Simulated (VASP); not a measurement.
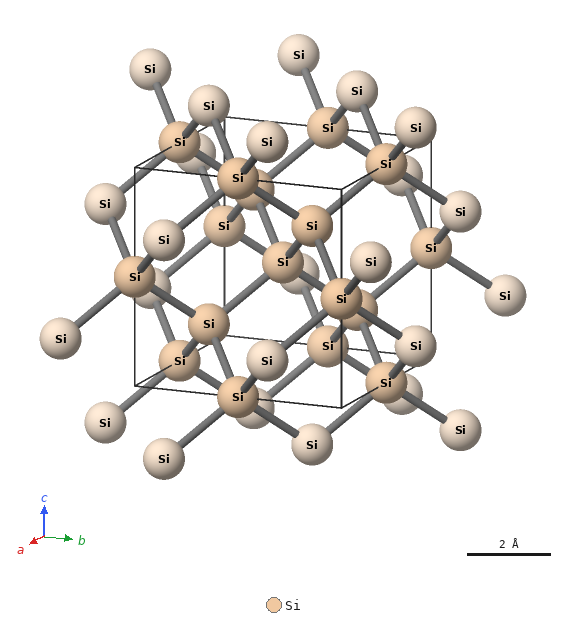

**Figure 1.** The input geometry (ball-and-stick view of the cell 4 times as large as that of the calculation, set on its symmetry axes, seen slightly off an axis; neighbours outside the cell are drawn fainter). An atom can appear more than once, as a periodic image. Near neighbours in the periodic cell (some may lie outside the picture): Si has 4 Si at 2.37 Å.

## Band-structure run, with input and output: Si

- system: Si (2 atoms in the cell)
- method: Kohn-Sham DFT of a periodic cell, PBE, VASP PAW PBE potentials, recommended, no spin polarisation (VASP 6.6.1)

The structure derives from an entry of the Crystallography Open Database.

## INCAR
```
SYSTEM = Si
  PREC = Accurate
  ENCUT = 250
  EDIFF = 1E-7
  ISMEAR = 0
  SIGMA = 0.02
  LREAL = .False.
  LASPH = .True.
  NELM = 100
  ALGO = Normal
  ISIF = 2
  LWAVE = .False.
  LCHARG = .False.
  GGA = PE
  NBANDS = 11
```

## KPOINTS
```
regular mesh
0
Gamma
  10 10 10
  0 0 0
```

## KPOINTS_OPT
```
path GXWKGLUWLK,UX
20
line-mode
reciprocal
 0.0000000000  0.0000000000  0.0000000000  G
 0.5000000000  0.0000000000  0.5000000000  X

 0.5000000000  0.0000000000  0.5000000000  X
 0.5000000000  0.2500000000  0.7500000000  W

 0.5000000000  0.2500000000  0.7500000000  W
 0.3750000000  0.3750000000  0.7500000000  K

 0.3750000000  0.3750000000  0.7500000000  K
 0.0000000000  0.0000000000  0.0000000000  G

 0.0000000000  0.0000000000  0.0000000000  G
 0.5000000000  0.5000000000  0.5000000000  L

 0.5000000000  0.5000000000  0.5000000000  L
 0.6250000000  0.2500000000  0.6250000000  U

 0.6250000000  0.2500000000  0.6250000000  U
 0.5000000000  0.2500000000  0.7500000000  W

 0.5000000000  0.2500000000  0.7500000000  W
 0.5000000000  0.5000000000  0.5000000000  L

 0.5000000000  0.5000000000  0.5000000000  L
 0.3750000000  0.3750000000  0.7500000000  K

 0.6250000000  0.2500000000  0.6250000000  U
 0.5000000000  0.0000000000  0.5000000000  X
```

## POSCAR
```
Si                                      
1.0
    0.0000000000      2.7324484597      2.7324484597
    2.7324484597      0.0000000000      2.7324484597
    2.7324484597      2.7324484597      0.0000000000
  Si            
     2
Direct
     0.7500000000000000    0.7500000000000000    0.7500000000000000
     0.5000000000000000    0.5000000000000000    0.5000000000000000
```

Hardware: 1 thread of Intel Xeon (Granite Rapids), 128 GiB of memory available, shared host.

Run as:
```bash
cat potpaw_PBE.64/Si/POTCAR > POTCAR
mpirun -np 1 vasp_std > vasp.out
```

## OSZICAR
```
N       E                     dE             d eps       ncg     rms          rms(c)
DAV:   1     0.905879957340E+00    0.90588E+00   -0.22249E+03  1066   0.329E+02
DAV:   2    -0.107331830648E+02   -0.11639E+02   -0.11101E+02  1376   0.636E+01
DAV:   3    -0.109960636802E+02   -0.26288E+00   -0.26254E+00  1298   0.829E+00
DAV:   4    -0.109976381547E+02   -0.15745E-02   -0.15744E-02  1213   0.823E-01
DAV:   5    -0.109976505186E+02   -0.12364E-04   -0.12364E-04  1279   0.625E-02    0.520E+00
DAV:   6    -0.108813608252E+02    0.11629E+00   -0.64452E-02  1139   0.104E+00    0.317E+00
DAV:   7    -0.108278301003E+02    0.53531E-01   -0.12694E-01  1206   0.157E+00    0.171E-01
DAV:   8    -0.108290311297E+02   -0.12010E-02   -0.54379E-03  1163   0.385E-01    0.799E-02
DAV:   9    -0.108292500350E+02   -0.21891E-03   -0.20638E-04  1273   0.832E-02    0.585E-02
DAV:  10    -0.108292719859E+02   -0.21951E-04   -0.17331E-05  1212   0.235E-02    0.444E-03
DAV:  11    -0.108292730706E+02   -0.10847E-05   -0.22973E-06  1246   0.775E-03    0.330E-03
DAV:  12    -0.108292732359E+02   -0.16525E-06   -0.42638E-07  1200   0.404E-03    0.235E-03
DAV:  13    -0.108292732895E+02   -0.53559E-07   -0.39113E-09   727   0.440E-04
   1 F= -.10829273E+02 E0= -.10829273E+02  d E =-.426838E-15
       N       E                     dE             ncg
DAV:   1     0.787154856499E+03   -0.72970E+04     1042
DAV:   2     0.244352826110E+03   -0.54280E+03     1517
DAV:   3     0.232784718327E+03   -0.11568E+02     1386
DAV:   4     0.232727896374E+03   -0.56822E-01     1241
DAV:   5     0.232727513421E+03   -0.38295E-03     1350
DAV:   6     0.232727509414E+03   -0.40067E-05     1249
DAV:   7     0.232727509366E+03   -0.47964E-07     1340
       N       E                     dE             ncg
DAV:   1     0.100940727929E+04   -0.46171E+04     1042
DAV:   2     0.442230294306E+03   -0.56718E+03     1422
DAV:   3     0.425150729972E+03   -0.17080E+02     1250
DAV:   4     0.425041830295E+03   -0.10890E+00     1168
DAV:   5     0.425041051464E+03   -0.77883E-03     1226
DAV:   6     0.425041043249E+03   -0.82149E-05     1189
DAV:   7     0.425041043155E+03   -0.94410E-07     1227
       N       E                     dE             ncg
DAV:   1     0.667639952249E+03   -0.82861E+04     1050
DAV:   2     0.148266736275E+03   -0.51937E+03     1380
DAV:   3     0.135429655741E+03   -0.12837E+02     1282
DAV:   4     0.135349238173E+03   -0.80418E-01     1216
DAV:   5     0.135348603988E+03   -0.63418E-03     1384
DAV:   6     0.135348598467E+03   -0.55205E-05     1230
DAV:   7     0.135348598406E+03   -0.61057E-07     1353
       N       E                     dE             ncg
DAV:   1     0.690997641307E+03   -0.87874E+04     1074
DAV:   2     0.164404009455E+03   -0.52659E+03     1309
DAV:   3     0.153116606025E+03   -0.11287E+02     1301
DAV:   4     0.153052341055E+03   -0.64265E-01     1249
DAV:   5     0.153051880994E+03   -0.46006E-03     1408
DAV:   6     0.153051877445E+03   -0.35498E-05     1259
DAV:   7     0.153051877407E+03   -0.37888E-07     1391
       N       E                     dE             ncg
DAV:   1     0.655026873378E+04   -0.24058E+04      272
DAV:   2     0.640372657087E+04   -0.14654E+03      377
DAV:   3     0.640100265957E+04   -0.27239E+01      428
DAV:   4     0.640099797359E+04   -0.46860E-02      338
DAV:   5     0.640099796438E+04   -0.92069E-05      413
DAV:   6     0.640099796437E+04   -0.72305E-08      372
```

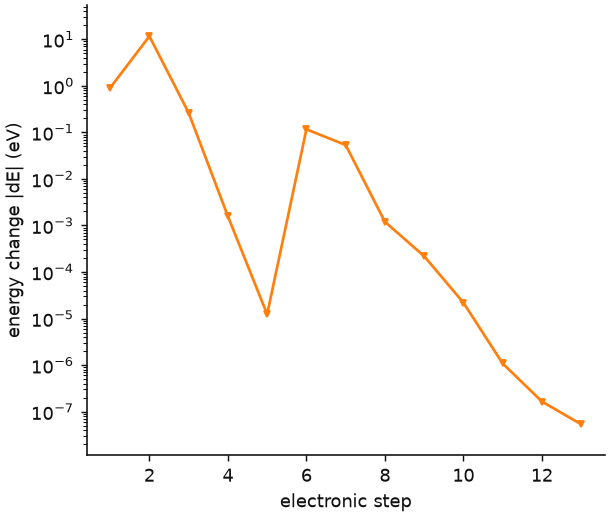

**Figure 2.** Convergence of the self-consistent field: energy change |dE| against the electronic step. It takes 13 electronic steps. The density is held fixed in the first few steps, and dE rises again when its update begins.

## Parts of OUTCAR
```
SYSTEM = Si
   PREC = Accurate
   ENCUT = 250
   EDIFF = 1E-7
   ISMEAR = 0
   LREAL = .False.
   LASPH = .True.
   NELM = 100
   ISIF = 2
   GGA = PE

 ion  position               nearest neighbor table
   1  0.750  0.750  0.750-   2 2.37   2 2.37   2 2.37   2 2.37
   2  0.500  0.500  0.500-   1 2.37   1 2.37   1 2.37   1 2.37

  LATTYP: Found a face centered cubic cell.
 ALAT       =     5.4648969194

  Lattice vectors:

 A1 = (   0.0000000000,   2.7324484597,   2.7324484597)
 A2 = (   2.7324484597,   0.0000000000,   2.7324484597)
 A3 = (   2.7324484597,   2.7324484597,   0.0000000000)

Analysis of symmetry for initial positions (statically):
=====================================================================
 Subroutine PRICEL returns:
 Original cell was already a primitive cell.

 Routine SETGRP: Setting up the symmetry group for a
 face centered cubic supercell.

 Subroutine GETGRP returns: Found 48 space group operations
 (whereof 24 operations were pure point group operations)
 out of a pool of 48 trial point group operations.

The static configuration has the point symmetry T_d .
 The point group associated with its full space group is O_h .

Analysis of symmetry for dynamics (positions and initial velocities):
=====================================================================
 Subroutine PRICEL returns:
 Original cell was already a primitive cell.

 Routine SETGRP: Setting up the symmetry group for a
 face centered cubic supercell.

 Subroutine GETGRP returns: Found 48 space group operations
 (whereof 24 operations were pure point group operations)
 out of a pool of 48 trial point group operations.

The dynamic configuration has the point symmetry T_d .
 The point group associated with its full space group is O_h .

 Subroutine INISYM returns: Found 48 space group operations
 (whereof 24 operations are pure point group operations),
 and found     1 'primitive' translations

----------------------------------------------------------------------------------------

                                     Primitive cell

  volume of cell :      40.8024

  direct lattice vectors                    reciprocal lattice vectors
     0.000000000  2.732448460  2.732448460    -0.182986068  0.182986068  0.182986068
     2.732448460  0.000000000  2.732448460     0.182986068 -0.182986068  0.182986068
     2.732448460  2.732448460  0.000000000     0.182986068  0.182986068 -0.182986068

  length of vectors
     3.864265670  3.864265670  3.864265670     0.316941167  0.316941167  0.316941167

  position of ions in fractional coordinates (direct lattice)
     0.750000000  0.750000000  0.750000000
     0.500000000  0.500000000  0.500000000

  ion indices of the primitive-cell ions
   primitive index   ion index
                 1           1
                 2           2

----------------------------------------------------------------------------------------

 KPOINTS: regular mesh

Automatic generation of k-mesh.
 Grid dimensions read from file:
 generate k-points for:   10   10   10

 Generating k-lattice:

  Cartesian coordinates                     Fractional coordinates (reciprocal lattice)
    -0.018298607  0.018298607  0.018298607     0.100000000  0.000000000  0.000000000
     0.018298607 -0.018298607  0.018298607     0.000000000  0.100000000  0.000000000
     0.018298607  0.018298607 -0.018298607     0.000000000  0.000000000  0.100000000

  Length of vectors
     0.031694117  0.031694117  0.031694117

  Shift w.r.t. Gamma in fractional coordinates (k-lattice)
     0.000000000  0.000000000  0.000000000

 Subroutine IBZKPT returns following result:
 ===========================================

 Found     47 irreducible k-points:

 Following reciprocal coordinates:
            Coordinates               Weight
  0.000000  0.000000  0.000000      1.000000
  0.100000  0.000000  0.000000      8.000000
  0.200000  0.000000  0.000000      8.000000
  0.300000  0.000000  0.000000      8.000000
  0.400000  0.000000  0.000000      8.000000
  0.500000  0.000000  0.000000      4.000000
  0.100000  0.100000  0.000000      6.000000
  0.200000  0.100000  0.000000     24.000000
  0.300000  0.100000  0.000000     24.000000
  0.400000  0.100000  0.000000     24.000000
  0.500000  0.100000  0.000000     24.000000
 -0.400000  0.100000  0.000000     24.000000
 -0.300000  0.100000  0.000000     24.000000
 -0.200000  0.100000  0.000000     24.000000
 -0.100000  0.100000  0.000000     12.000000
  0.200000  0.200000  0.000000      6.000000
  0.300000  0.200000  0.000000     24.000000
  0.400000  0.200000  0.000000     24.000000
  0.500000  0.200000  0.000000     24.000000
 -0.400000  0.200000  0.000000     24.000000
 -0.300000  0.200000  0.000000     24.000000
 -0.200000  0.200000  0.000000     12.000000
  0.300000  0.300000  0.000000      6.000000
  0.400000  0.300000  0.000000     24.000000
 [... further k-points ...]
   k-points           NKPTS =     47   k-points in BZ     NKDIM =     47   number of bands    NBANDS=     11
   number of dos      NEDOS =    301   number of ions     NIONS =      2
   total plane-waves  NPLWV =   8000
   dimension x,y,z NGX =    20 NGY =   20 NGZ =   20
   dimension x,y,z NGXF=    40 NGYF=   40 NGZF=   40
   ions per type =               2
   NGX,Y,Z   is equivalent  to a cutoff of   8.60,  8.60,  8.60 a.u.
   NGXF,Y,Z  is equivalent  to a cutoff of  17.21, 17.21, 17.21 a.u.
 SYSTEM =  Si
   PREC   = accura    normal or accurate (medium, high low for compatibility)
   ISTART =      0    job   : 0-new  1-cont  2-samecut
   ICHARG =      2    charge: 1-file 2-atom 10-const
   ISPIN  =      1    spin polarized calculation?
   LNONCOLLINEAR =      F non collinear calculations
   LSORBIT =      F    spin-orbit coupling
   LASPH  =      T    aspherical Exc in radial PAW
   ENCUT  =  250.0 eV  18.37 Ry    4.29 a.u.   4.98  4.98  4.98*2*pi/ulx,y,z
   NELM   =    100;   NELMIN=  2; NELMDL= -5     # of ELM steps
   EDIFF  = 0.1E-06   stopping-criterion for ELM
   LREAL  =      F    real-space projection
   EDIFFG = 0.1E-05   stopping-criterion for IOM
   NSW    =      0    number of steps for IOM
   IBRION =     -1    ionic relax: 0-MD 1-quasi-New 2-CG
   NFREE  =      0    steps in history (QN), initial steepest desc. (CG)
   ISIF   =      2    stress and relaxation
   ISYM   =      2    0-nonsym 1-usesym 2-fastsym
   POTIM  = 0.5000    time-step for ionic-motion
   TEBEG  =    0.0;   TEEND  =   0.0 temperature during run
   PSTRESS=    0.0 pullay stress
   NELECT =       8.0000    total number of electrons
   NUPDOWN=      -1.0000    fix difference up-down
   EMIN   =  10.00;   EMAX   =-10.00  energy-range for DOS
   EFERMI =   0.00;   METHOD = LEGACY
   ISMEAR =     0;   SIGMA  =   0.02  broadening in eV -4-tet -1-fermi 0-gaus
   EFERMI_NEDOS =   21; number of points for ismear=-14 and -15
   IALGO  =     38    algorithm
   IMIX   =      4    mixing-type and parameters
     AMIX     =   0.40;   BMIX     =  1.00
     AMIX_MAG =   1.60;   BMIX_MAG =  1.00
  volume/ion in A,a.u.               =      20.40       137.67
  Fermi-wavevector in a.u.,A,eV,Ry     =   0.951064  1.797249 12.306766  0.904522
  Thomas-Fermi vector in A             =   2.079499
   LORBIT       =      0    0 simple, 1 ext, 2 COOP (PROOUT), +10 PAW based schemes
   GGA     = PE    functional components
   LHFCALC =     F    Hartree Fock is set to
   AEXX    =    0.0000 exact exchange contribution
   IVDW    =     0    specifies the selected vdW correction
   LEPSILON=     F    determine dielectric tensor
   LRPA    =     F    only Hartree local field effects (RPA)
 non-spin polarized calculation
 Gauss-broadening in eV      SIGMA  =   0.02
  energy-cutoff  :      250.00
  volume of cell :       40.80
 maximum number of plane-waves:       377
   NGX =  9   NGY =  9   NGZ =  9

 number of electron       8.0000001 magnetization

 Free energy of the ion-electron system (eV)
  ---------------------------------------------------
  ext. energy  EPLUGINS =         0.00000000
  ---------------------------------------------------
  free energy    TOTEN  =       -10.82927329 eV

  energy without entropy =      -10.82927329  energy(sigma->0) =      -10.82927329

 E-fermi :   5.7493     XC(G=0):  -9.3362     alpha+bet :-11.7564

 val. band max:        5.6490635088   @ k =   0.0000   0.0000   0.0000
 cond. band min:       6.2682638364   @ k =   0.4000   0.4000   0.0000
 fundamental gap:      0.6192003276
 Fermi energy:         5.7492560753

 k-point     1 :       0.0000    0.0000    0.0000
  band No.  band energies     occupation
      1      -6.1919      2.00000
      2       5.6491      2.00000
      3       5.6491      2.00000
      4       5.6491      2.00000
      5       8.2090      0.00000
      6       8.2090      0.00000
      7       8.2090      0.00000
      8       8.7952      0.00000
      9      13.4284      0.00000
     10      13.4284      0.00000
     11      13.5245      0.00000

 k-point     2 :       0.1000    0.0000    0.0000
  band No.  band energies     occupation
      1      -6.0631      2.00000
      2       4.5026      2.00000
      3       5.4527      2.00000
      4       5.4527      2.00000
      5       8.1773      0.00000
      6       8.4957      0.00000
      7       8.4957      0.00000
      8       9.7651      0.00000
      9      13.0592      0.00000
     10      13.0592      0.00000
     11      14.0556      0.00000

 k-point     3 :       0.2000    0.0000    0.0000
  band No.  band energies     occupation
      1      -5.6829      2.00000
      2       2.6574      2.00000
      3       5.0768      2.00000
      4       5.0768      2.00000
      5       7.8074      0.00000
      6       9.0002      0.00000
      7       9.0002      0.00000
      8      11.5405      0.00000
      9      12.7353      0.00000
     10      12.7353      0.00000
     11      14.7290      0.00000

 k-point     4 :       0.3000    0.0000    0.0000
  band No.  band energies     occupation
      1      -5.0784      2.00000
      2       0.8938      2.00000
      3       4.7446      2.00000
      4       4.7446      2.00000
      5       7.4469      0.00000
      6       9.1832      0.00000
      7       9.1832      0.00000
      8      13.1613      0.00000
      9      13.2639      0.00000
     10      13.2639      0.00000
     11      14.4818      0.00000

 k-point     5 :       0.4000    0.0000    0.0000
  band No.  band energies     occupation
      1      -4.3469      2.00000
      2      -0.5579      2.00000
      3       4.5335      2.00000
      4       4.5335      2.00000
      5       7.2061      0.00000
      6       9.0800      0.00000
      7       9.0800      0.00000
      8      13.4547      0.00000
      9      14.6339      0.00000
     10      14.6339      0.00000
     11      15.5833      0.00000

 [... the levels of 18 k-points are left out ...]

 k-point    24 :       0.4000    0.3000    0.0000
  band No.  band energies     occupation
      1      -4.0653      2.00000
      2       0.2440      2.00000
      3       2.8402      2.00000
      4       3.2512      2.00000
      5       6.7268      0.00000
      6       7.9213      0.00000
      7      12.5262      0.00000
      8      12.6705      0.00000
      9      16.1199      0.00000
     10      16.2234      0.00000
     11      17.7096      0.00000

 [... further k-points ...]

------------------------ aborting loop because EDIFF is reached ----------------------------------------

  FORCE on cell =-STRESS in cart. coord.  units (eV):
  Direction    XX          YY          ZZ          XY          YZ          ZX
  --------------------------------------------------------------------------------------
  -------------------------------------------------------------------------------------
  Total        0.0017840      0.0017840      0.0017840     -0.0000000     -0.0000000      0.0000000
  in kB        0.0700509      0.0700509      0.0700509     -0.0000000     -0.0000000      0.0000000
  external PRESSURE =       0.0700509 kB  Pullay stress =       0.0000000 kB

 VOLUME and BASIS-vectors are now :
 -----------------------------------------------------------------------------
  energy-cutoff  :      250.00
  volume of cell :       40.80
      direct lattice vectors                 reciprocal lattice vectors
     0.000000000  2.732448460  2.732448460    -0.182986068  0.182986068  0.182986068
     2.732448460  0.000000000  2.732448460     0.182986068 -0.182986068  0.182986068
     2.732448460  2.732448460  0.000000000     0.182986068  0.182986068 -0.182986068

 POSITION                                       TOTAL-FORCE (eV/Angst)
 -----------------------------------------------------------------------------------
      4.09867      4.09867      4.09867        -0.000000     -0.000000     -0.000000
      2.73245      2.73245      2.73245         0.000000      0.000000      0.000000
 -----------------------------------------------------------------------------------
    total drift:                                0.000000     -0.000000      0.000000

  FREE ENERGIE OF THE ION-ELECTRON SYSTEM (eV)
  ---------------------------------------------------
  free  energy   TOTEN  =       -10.8292732895 eV

  energy  without entropy=      -10.8292732895  energy(sigma->0) =      -10.82927329
```

## CONTCAR
```
Si
   1.00000000000000
     0.0000000000000000    2.7324484597000001    2.7324484597000001
     2.7324484597000001    0.0000000000000000    2.7324484597000001
     2.7324484597000001    2.7324484597000001    0.0000000000000000
  Si
     2
Direct
     0.7500000000000000    0.7500000000000000    0.7500000000000000
     0.5000000000000000    0.5000000000000000    0.5000000000000000

  0.00000000E+00  0.00000000E+00  0.00000000E+00
  0.00000000E+00  0.00000000E+00  0.00000000E+00
```

## Results in brief

- outcome: converged
- space group (tolerance 0.01 Å): Fd-3m (227)
- electrons treated: 8
- free energy: −10.8293 eV
- gap on the k-point mesh: 0.62 eV
- gap on the band path: 0.61 eV
- pressure: 0.01 GPa
- largest force (length of the vector): under 0.001 eV/Å
- wall time: 10 s
- peak memory: 0.12 GiB
